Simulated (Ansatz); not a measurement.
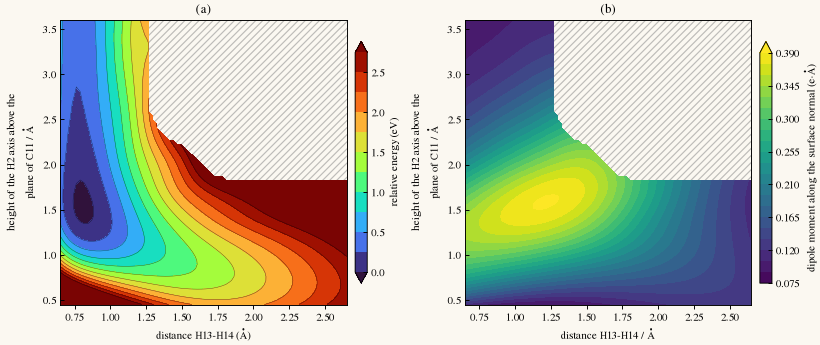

H₂ on a C(101) slab cut from the P6/mmm phase, its upper half relaxed before the scan (12 atoms of substrate and one adsorbate in a 2 × 1 cell). 
- H2 lies flat over one site of a rigid substrate while its bond length and height are varied; it sits over a hollow of the top layer over the deeper atom C9, heights counted from the top plane, its axis along the second surface vector.
- The first coordinate is: distance H13-H14; the second: height of the H2 axis above the plane of C11.
- The scan uses an 8 × 9 grid. At 15 points there is no value (left out: too close to the surface, or the stretched molecule far from it).
- Points are written as (first, second).
- Energies: eV, counted from the lowest grid point.
- The calculation used Ansatz, DFT LDA, scalar-relativistic, plane waves, PAW. Settings: cutoff 420 eV, k-mesh 6×3×1, gaussian smearing 0.1 eV, no spin polarisation.

Panel (a) is the energy and panel (b) the computed dipole moment along the surface normal on the same grid.

Drawn: filled contours, one colour for all values above the top of the scale, hatched blanks where no value was computed. Between grid points the surface is interpolated.

> How does the dipole moment along the surface normal vary over the map, and what is it at the lowest grid point?

Leaving out the highest fifth of the energies, it runs from 0.10 e·Å at (0.650 Å, 3.60 Å) to 0.38 e·Å at (1.181 Å, 1.41 Å). At the lowest grid point, (0.750 Å, 1.73 Å), it is 0.31 e·Å.

```tsv
second ↓, first →	0.650	0.750	0.919	1.181	1.495	1.849	2.235	2.650
3.60	0.10	0.10	0.10	0.11	–	–	–	–
3.00	0.11	0.12	0.13	0.15	–	–	–	–
2.60	0.14	0.15	0.17	0.21	–	–	–	–
2.05	0.22	0.24	0.27	0.32	0.35	–	–	–
1.73	0.29	0.31	0.35	0.38	0.37	0.29	0.19	0.12
1.41	0.34	0.36	0.38	0.38	0.35	0.26	0.18	0.11
1.09	0.34	0.34	0.33	0.32	0.28	0.23	0.17	0.12
0.77	0.26	0.25	0.24	0.21	0.19	0.17	0.15	0.13
0.45	0.12	0.11	0.10	0.09	0.10	0.11	0.12	0.12
```
